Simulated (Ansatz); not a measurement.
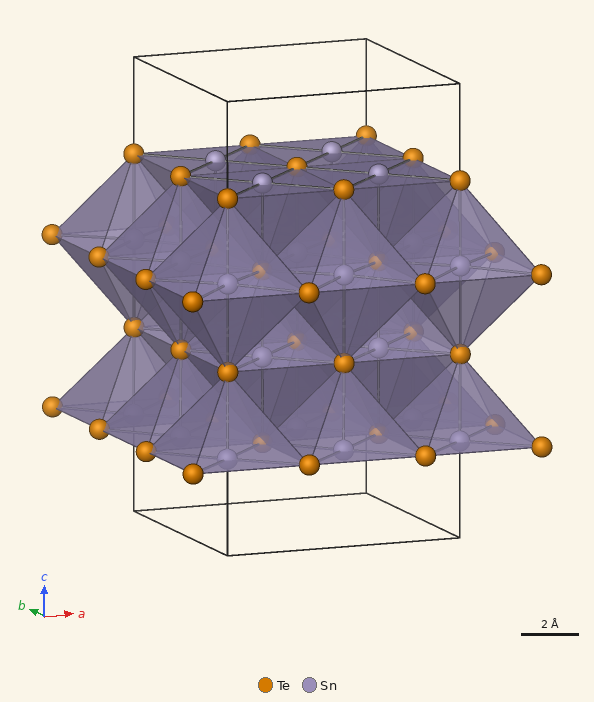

Fig. 1: The structure as given in the input (polyhedral view of the 2 × 2 repeat of the cell, with the vacuum cut short, seen slightly off an axis; polyhedra are completed across the faces of the cell).

# Geometry relaxation, with input and output: Sn4Te4 (part 1 of 2)

- system: Sn4Te4 (slab, 8 atoms in the cell)
- method: DFT, PBEsol, PAW, plane waves (Ansatz 0.2.0)

The structure is a generated slab.

What the program printed
```
Pseudopotentials: kind: paw
Functional definition: PBEsol
  exchange = pbesol_x
  correlation = pbesol_c
Crystal: 8 atoms, lattice volume = 442.872 Å³
Basis set: ecut = 420 eV, 8715 PW (Γ), exchange–correlation on 60×60×300 points (8 copies of the dense FFT grid, shifted against one another)
Bands: 72, of which v1, the nominal top of the filled ones, is band 60 counted from 1 (59 counted from 0)
Symmetry: 1 space group operations
Space group: P1 (ITA 1), of the structure as read, at distance tolerance 7.6e-5 Å
k-points: 20 of 36 (time reversal used)
Non-local potential: Te, projectors of the file, l = 0: 2, l = 1: 2, l = 2: 2, l = 3: 2
Non-local potential: Sn, projectors of the file, l = 0: 2, l = 1: 2, l = 2: 2, l = 3: 2
PAW form: soft (Blöchl's): semilocal exchange-correlation on the pseudo side does not see the compensation charge
PAW frozen core: Te, regenerated for the run's functional, and the local potential with it (the file was generated under x = pbe(κ = 0.804, μ = 0.2195149727645171), c = pbe(β = 0.06672455060314922))
PAW frozen core: Sn, regenerated for the run's functional, and the local potential with it (the file was generated under x = pbe(κ = 0.804, μ = 0.2195149727645171), c = pbe(β = 0.06672455060314922))
PAW one-centre angular grid: Te, 590 points (default); XC on 64 Gauss nodes
PAW one-centre angular grid: Sn, 590 points (default); XC on 64 Gauss nodes
Initial density: superposition of atomic densities (neutral atoms: chi_scale 0, normalization atom), corrected by the library's trained network
Initial wavefunctions: pseudopotential atomic-orbital guess
Functional: x = pbesol(κ = 0.804, μ = 0.12345679012345678), c = pbesol(β = 0.046)
SCF iter   1: F=—  HF=-51406.694940 eV  |F-HF|=—  |Δ(HF+E_count)|=         —  Δρ=1.83e-3  dr2=3.32e-2  ethr=1.77e-3  ⟨swp⟩=8.0  Hψ=6056  notcnv=0
preconditioner: auto → Resta (q_TF=auto, 2.195 Å⁻¹)  ε∞=3.1  [insulator: Δε(μ)=0.592 eV  Ē_g=7.761 eV  σ=0.010 eV  W_gap=1.00  n_scr=86 (ndim 8)  ℏωp=11.2 eV  f_vac=0.413  D(μ)=0.00/eV (n_scr^D=0)  ε∞_Penn≈3.1  vacuum switching on, ρ_ref=4.4e-3 e/Å³]
SCF iter   2: F=—  HF=-51406.683059 eV  |F-HF|=—  |Δ(HF+E_count)|=   1.19e-2  Δρ=1.01e-3  dr2=9.68e-3  ethr=2.77e-5  ⟨swp⟩=3.5  Hψ=2489  notcnv=0  defer=113
SCF iter   3: F=—  HF=-51406.683625 eV  |F-HF|=—  |Δ(HF+E_count)|=   5.66e-4  Δρ=5.13e-4  dr2=2.63e-2  ethr=8.07e-6  ⟨swp⟩=3.3  Hψ=2175  notcnv=0  defer=113
SCF iter   4: F=—  HF=-51406.681884 eV  |F-HF|=—  |Δ(HF+E_count)|=   1.74e-3  Δρ=2.29e-4  dr2=1.70e-3  ethr=8.07e-6  ⟨swp⟩=3.0  Hψ=1672  notcnv=0  defer=113
SCF iter   5: F=—  HF=-51406.681826 eV  |F-HF|=—  |Δ(HF+E_count)|=   5.81e-5  Δρ=9.43e-5  dr2=1.10e-4  ethr=1.42e-6  ⟨swp⟩=1.9  Hψ=1462  notcnv=0  defer=113
SCF iter   6: F=—  HF=-51406.681890 eV  |F-HF|=—  |Δ(HF+E_count)|=   6.38e-5  Δρ=3.44e-5  dr2=4.73e-5  ethr=9.18e-8  ⟨swp⟩=2.0  Hψ=1827  notcnv=0  defer=113
SCF iter   7: F=-51406.681884 eV  HF=-51406.681891 eV  |F-HF|=7.52e-6  |Δ(HF+E_count)|=   1.72e-6  Δρ=2.25e-5  dr2=1.41e-5  ethr=1.87e-8  ⟨swp⟩=12.4  Hψ=6594  notcnv=0
SCF 1 converged in 7 iterations: F = -51406.681884 eV  dr2 = 1.41e-5
  greatest PAW one-centre occupation: 0.998 electrons in one spin orbital (limit 2), on the Te atom at site 1 (counted from 0), in its partial waves of l = 2
relax step   1: F+E_penalty+E_count = -51406.68188390 eV  Δ(F+E_penalty+E_count) = +0.000e0 eV  max|allowed force component| = 4.737e-1 eV/Å  Δτ_max = 0.0000 Å  (7 SCF iters, dr2 threshold 2.25e-5 eV, accepted)
Initial density: handed on by an earlier stage of this run
Initial wavefunctions: those handed on with the density
iter 1 solved again at ethr=4.24e-5 eV; its pass at ethr=3.10e-3 eV (dr2=5.09e-2 eV) is discarded
SCF iter   1: F=—  HF=-51406.834838 eV  |F-HF|=—  |Δ(HF+E_count)|=         —  Δρ=2.24e-3  dr2=5.15e-2  ethr=4.24e-5  ⟨swp⟩=1.9  Hψ=5217  notcnv=0  defer=110
preconditioner: auto → Resta (q_TF=auto, 2.195 Å⁻¹)  ε∞=3.0  [insulator: Δε(μ)=0.817 eV  Ē_g=7.849 eV  σ=0.010 eV  W_gap=1.00  n_scr=86 (ndim 8)  ℏωp=11.2 eV  f_vac=0.425  D(μ)=0.00/eV (n_scr^D=0)  ε∞_Penn≈3.0  vacuum switching on, ρ_ref=4.5e-3 e/Å³]
SCF iter   2: F=—  HF=-51406.830301 eV  |F-HF|=—  |Δ(HF+E_count)|=   4.54e-3  Δρ=1.31e-3  dr2=2.63e-2  ethr=4.24e-5  ⟨swp⟩=3.2  Hψ=1820  notcnv=0  defer=110
SCF iter   3: F=—  HF=-51406.829360 eV  |F-HF|=—  |Δ(HF+E_count)|=   9.42e-4  Δρ=8.16e-4  dr2=1.40e-2  ethr=2.19e-5  ⟨swp⟩=3.1  Hψ=1717  notcnv=0  defer=110
SCF iter   4: F=—  HF=-51406.828636 eV  |F-HF|=—  |Δ(HF+E_count)|=   7.24e-4  Δρ=3.48e-4  dr2=2.79e-3  ethr=1.17e-5  ⟨swp⟩=2.7  Hψ=1565  notcnv=0  defer=110
SCF iter   5: F=—  HF=-51406.828423 eV  |F-HF|=—  |Δ(HF+E_count)|=   2.13e-4  Δρ=1.69e-4  dr2=1.95e-4  ethr=2.33e-6  ⟨swp⟩=2.0  Hψ=1584  notcnv=0  defer=110
SCF iter   6: F=—  HF=-51406.828461 eV  |F-HF|=—  |Δ(HF+E_count)|=   3.87e-5  Δρ=5.86e-5  dr2=2.43e-5  ethr=1.62e-7  ⟨swp⟩=2.0  Hψ=1690  notcnv=0  defer=110
SCF iter   7: F=-51406.828475 eV  HF=-51406.828473 eV  |F-HF|=1.39e-6  |Δ(HF+E_count)|=   1.20e-5  Δρ=1.56e-5  dr2=2.52e-6  ethr=1.17e-8  ⟨swp⟩=12.8  Hψ=6341  notcnv=0
SCF 2 converged in 7 iterations: F = -51406.828475 eV  dr2 = 2.52e-6
relax step   2: F+E_penalty+E_count = -51406.82847473 eV  Δ(F+E_penalty+E_count) = -1.466e-1 eV  max|allowed force component| = 1.822e-1 eV/Å  Δτ_max = 0.1940 Å  (7 SCF iters, dr2 threshold 1.40e-5 eV, accepted)
SCF iter   1: F=—  HF=-51406.845833 eV  |F-HF|=—  |Δ(HF+E_count)|=         —  Δρ=2.03e-3  dr2=2.55e-2  ethr=4.22e-4  ⟨swp⟩=5.7  Hψ=3556  notcnv=0  defer=75
preconditioner: auto → Resta (q_TF=auto, 2.195 Å⁻¹)  ε∞=3.0  [insulator: Δε(μ)=0.878 eV  Ē_g=7.797 eV  σ=0.010 eV  W_gap=1.00  n_scr=86 (ndim 8)  ℏωp=11.2 eV  f_vac=0.421  D(μ)=0.00/eV (n_scr^D=0)  ε∞_Penn≈3.0  vacuum switching on, ρ_ref=4.4e-3 e/Å³]
SCF iter   2: F=—  HF=-51406.841840 eV  |F-HF|=—  |Δ(HF+E_count)|=   3.99e-3  Δρ=1.09e-3  dr2=7.05e-3  ethr=2.13e-5  ⟨swp⟩=3.0  Hψ=2468  notcnv=0  defer=120
SCF iter   3: F=—  HF=-51406.841688 eV  |F-HF|=—  |Δ(HF+E_count)|=   1.52e-4  Δρ=5.53e-4  dr2=5.35e-3  ethr=5.88e-6  ⟨swp⟩=3.0  Hψ=1677  notcnv=0  defer=120
SCF iter   4: F=—  HF=-51406.841342 eV  |F-HF|=—  |Δ(HF+E_count)|=   3.45e-4  Δρ=1.86e-4  dr2=3.87e-4  ethr=4.46e-6  ⟨swp⟩=2.5  Hψ=1594  notcnv=0  defer=120
SCF iter   5: F=—  HF=-51406.841247 eV  |F-HF|=—  |Δ(HF+E_count)|=   9.51e-5  Δρ=4.71e-5  dr2=2.16e-5  ethr=3.23e-7  ⟨swp⟩=2.0  Hψ=1619  notcnv=0  defer=120
SCF iter   6: F=—  HF=-51406.841257 eV  |F-HF|=—  |Δ(HF+E_count)|=   9.83e-6  Δρ=2.98e-5  dr2=7.37e-5  ethr=1.80e-8  ⟨swp⟩=2.1  Hψ=1708  notcnv=0  defer=120
iter 7 did not close the SCF: its close was put off until two iterations running show no level that it waits for move by more than its bar (scf_convergence_deferred on its scf_iter line)
SCF iter   7: F=-51406.841251 eV  HF=-51406.841251 eV  |F-HF|=4.91e-7  |Δ(HF+E_count)|=   6.08e-6  Δρ=1.11e-5  dr2=1.41e-6  ethr=1.73e-9  ⟨swp⟩=12.2  Hψ=6745  notcnv=0
SCF iter   8: F=-51406.841251 eV  HF=-51406.841251 eV  |F-HF|=1.96e-8  |Δ(HF+E_count)|=   3.02e-7  Δρ=2.91e-6  dr2=6.03e-8  ethr=1.18e-9  ⟨swp⟩=3.5  Hψ=4521  notcnv=0
SCF 3 converged in 8 iterations: F = -51406.841251 eV  dr2 = 6.03e-8
  greatest PAW one-centre occupation: 0.998 electrons in one spin orbital (limit 2), on the Te atom at site 2 (counted from 0), in its partial waves of l = 2
relax step   3: F+E_penalty+E_count = -51406.84125134 eV  Δ(F+E_penalty+E_count) = -1.278e-2 eV  max|allowed force component| = 7.520e-2 eV/Å  Δτ_max = 0.1454 Å  (8 SCF iters, dr2 threshold 2.07e-6 eV, accepted)
SCF iter   1: F=—  HF=-51406.851057 eV  |F-HF|=—  |Δ(HF+E_count)|=         —  Δρ=7.83e-4  dr2=2.95e-3  ethr=3.16e-5  ⟨swp⟩=6.2  Hψ=3756  notcnv=0  defer=110
preconditioner: auto → Resta (q_TF=auto, 2.195 Å⁻¹)  ε∞=3.0  [insulator: Δε(μ)=0.880 eV  Ē_g=7.824 eV  σ=0.010 eV  W_gap=1.00  n_scr=86 (ndim 8)  ℏωp=11.2 eV  f_vac=0.420  D(μ)=0.00/eV (n_scr^D=0)  ε∞_Penn≈3.0  vacuum switching on, ρ_ref=4.4e-3 e/Å³]
SCF iter   2: F=—  HF=-51406.850629 eV  |F-HF|=—  |Δ(HF+E_count)|=   4.29e-4  Δρ=4.34e-4  dr2=7.51e-4  ethr=2.46e-6  ⟨swp⟩=2.0  Hψ=2115  notcnv=0  defer=110
SCF iter   3: F=—  HF=-51406.850713 eV  |F-HF|=—  |Δ(HF+E_count)|=   8.39e-5  Δρ=1.86e-4  dr2=1.40e-3  ethr=6.26e-7  ⟨swp⟩=2.2  Hψ=1845  notcnv=0  defer=110
SCF iter   4: F=—  HF=-51406.850606 eV  |F-HF|=—  |Δ(HF+E_count)|=   1.06e-4  Δρ=6.86e-5  dr2=1.24e-4  ethr=6.26e-7  ⟨swp⟩=2.2  Hψ=1624  notcnv=0  defer=110
SCF iter   5: F=—  HF=-51406.850608 eV  |F-HF|=—  |Δ(HF+E_count)|=   1.55e-6  Δρ=3.43e-5  dr2=6.59e-5  ethr=1.03e-7  ⟨swp⟩=1.9  Hψ=1474  notcnv=0  defer=110
SCF iter   6: F=—  HF=-51406.850529 eV  |F-HF|=—  |Δ(HF+E_count)|=   7.83e-5  Δρ=1.46e-5  dr2=1.85e-6  ethr=5.49e-8  ⟨swp⟩=1.9  Hψ=1432  notcnv=0  defer=110
SCF iter   7: F=—  HF=-51406.850530 eV  |F-HF|=—  |Δ(HF+E_count)|=   6.93e-7  Δρ=4.61e-6  dr2=1.62e-7  ethr=1.54e-9  ⟨swp⟩=2.0  Hψ=1717  notcnv=0  defer=110
SCF iter   8: F=-51406.850530 eV  HF=-51406.850530 eV  |F-HF|=4.92e-9  |Δ(HF+E_count)|=   1.24e-7  Δρ=1.17e-6  dr2=1.24e-8  ethr=8.33e-11  ⟨swp⟩=12.9  Hψ=6131  notcnv=0
SCF 4 converged in 8 iterations: F = -51406.850530 eV  dr2 = 1.24e-8
relax step   4: F+E_penalty+E_count = -51406.85053030 eV  Δ(F+E_penalty+E_count) = -9.279e-3 eV  max|allowed force component| = 2.491e-2 eV/Å  Δτ_max = 0.0423 Å  (8 SCF iters, accepted)
```

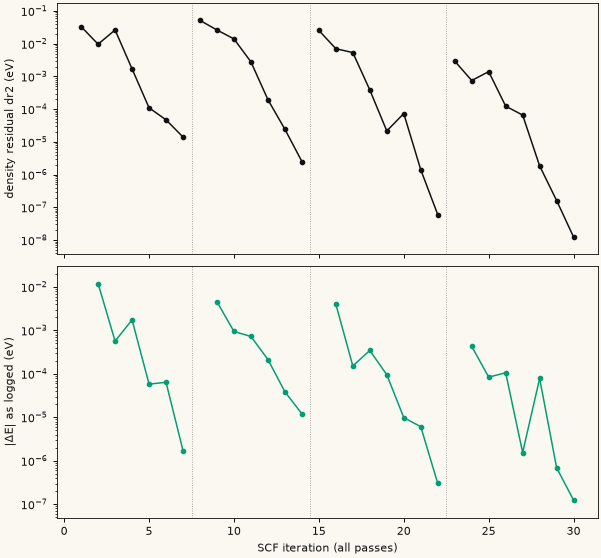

Fig. 2: Convergence of the self-consistent field: density residual dr2 and size of the energy change against the SCF iteration. The dotted lines part the SCF passes of the relaxation: geometry steps, rejected trials and re-solves on a re-selected basis. The passes take 7, 7, 8 and 8 iterations.

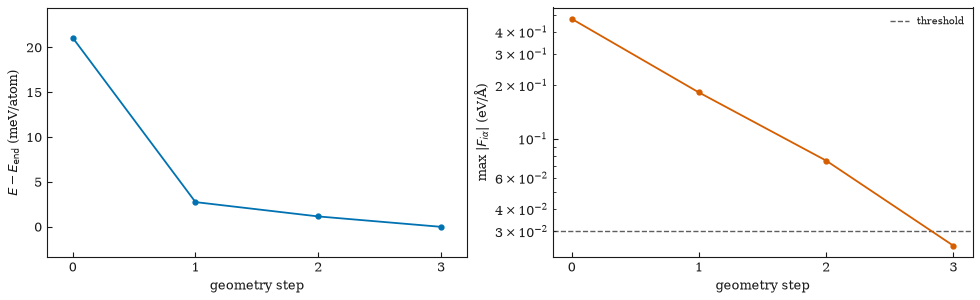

Fig. 3: Progress of the relaxation, step by step (the first geometry is step 0 here and step 1 in the log).
